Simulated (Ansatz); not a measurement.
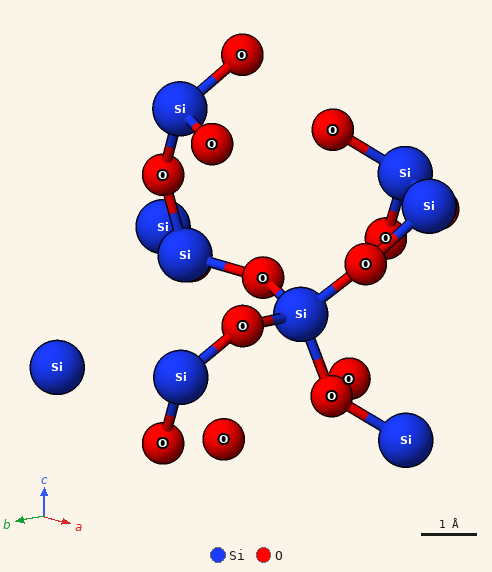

This is the input geometry for a relaxation of a defect cell of composition Si24O47 (cell charge −1). Style: ball-and-stick. Shown: the atoms within 4.2 Å of the atom that moves most (axes of the cell of the calculation, reduced to other axes (origin shifted)), from a free direction. Lengths and directions refer to the drawn axes.

Method: DFT, PBEsol, PAW, plane waves in Ansatz 0.2.0.

Settings: plane-wave cutoff 420 eV; k-point mesh 1 × 1 × 1; mesh shifted by (0.25, 0.25, 0.25); collinear spin; atoms relaxed in a fixed cell; force threshold 0.03 eV/Å; at most 80 steps.

```
Si O
1.0
     9.90164    0.00000    0.00000
    -4.95082    8.57507    0.00000
     0.00000    0.00000   10.88588
Si O
24 47
Cartesian
  -2.6314 8.5642 1.8393
  2.3589 0.0131 7.2599
  -0.1321 4.2902 1.8355
  -0.1135 4.3014 7.2270
  2.3214 8.5662 1.7996
  7.2959 0.0173 7.2323
  4.7832 4.2905 1.7958
  4.8081 4.3043 7.2579
  -1.1475 2.0043 3.6335
  -1.1546 2.0409 9.0975
  6.2560 6.2789 3.6052
  -3.6044 6.3183 9.0398
  3.7718 2.0253 3.5848
  3.7848 2.0539 9.0953
  1.3092 6.3009 3.6185
  1.3275 6.3281 9.1101
  1.3096 2.2641 0.0016
  1.2840 2.2786 5.4546
  -1.1389 6.5248 10.8596
  -1.1827 6.5662 5.4560
  6.2472 2.2464 0.0017
  6.2589 2.2727 5.4196
  3.7974 6.5913 0.0200
  3.7874 6.5632 5.4260
  1.3679 1.1463 1.1891
  1.4001 1.1529 6.6136
  -1.0709 5.4493 1.1590
  -1.1047 5.4180 6.5971
  6.3519 1.1290 1.2025
  6.3343 1.1403 6.6125
  3.8522 5.4053 1.1528
  3.8353 5.4255 6.5967
  3.2186 0.6523 3.0068
  3.2569 0.6174 8.4164
  0.8086 4.9291 2.9569
  0.8096 4.9000 8.4199
  8.2457 0.6033 2.9881
  8.2383 0.6182 8.4220
  5.7479 4.9113 2.9788
  5.7579 4.8792 8.4215
  2.7676 2.5354 10.2539
  0.3040 6.7903 4.7853
  0.3205 6.7809 10.2307
  7.7166 2.5328 4.8150
  7.6939 2.4948 10.2784
  5.2408 6.8271 4.7874
  5.2508 6.8014 10.2482
  0.3219 1.7997 4.3036
  0.2818 1.7565 9.7454
  -2.1849 6.0670 4.3059
  -2.1899 6.0640 9.7241
  5.2487 1.7842 4.2522
  5.2470 1.7695 9.7045
  2.8047 6.0637 4.2926
  2.7738 6.0514 9.7269
  -1.0835 3.1445 2.4632
  -1.1077 3.1393 7.8984
  -3.5720 7.4582 2.4621
  -3.5494 7.4224 7.8791
  3.8730 3.1395 2.4530
  3.8693 3.1323 7.9025
  1.3763 7.4535 2.4469
  1.3902 7.4230 7.8963
  0.8272 3.6544 0.5942
  0.7755 3.6650 6.0871
  -1.6481 7.9330 0.6598
  -1.6935 7.9523 6.0929
  5.7586 3.6781 0.6420
  5.7262 3.6016 6.1103
  3.2528 7.9615 0.6218
  3.2782 7.9558 6.0923
```

### What does the optimiser find from here?

Over 15 accepted moves (16 points after the start) the energy falls by 2.639 eV per cell of the calculation. Largest force component: 4.8 eV/Å at the start, 0.011 eV/Å at the end. The line search rejected the trial step at point 14 of the run. O52 moves most: 0.61 Å along [−1 1 −1]. By element the largest moves are O 0.61 Å, Si 0.51 Å. The lattice vectors keep their values. Some distances before and after: Si13–Si18 3.122 → 2.474 Å, Si13–O60 1.591 → 1.718 Å, Si13–O33 1.589 → 1.692 Å, Si13–O52 1.639 → 1.681 Å. New bonds form: Si13–Si18 (3.12 → 2.47 Å). Bond angles that change, for instance: Si9–O44–Si22 142.0° → 158.8°, Si13–O52–Si22 144.3° → 159.6°, O33–Si13–O60 111.6° → 97.1°.

The end point in the same view:

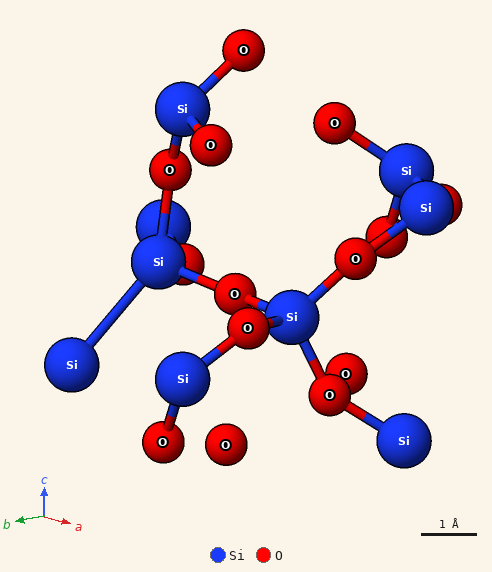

Limits of the set-up: the cell is charged, on a uniform background, and energies carry no finite-size correction.
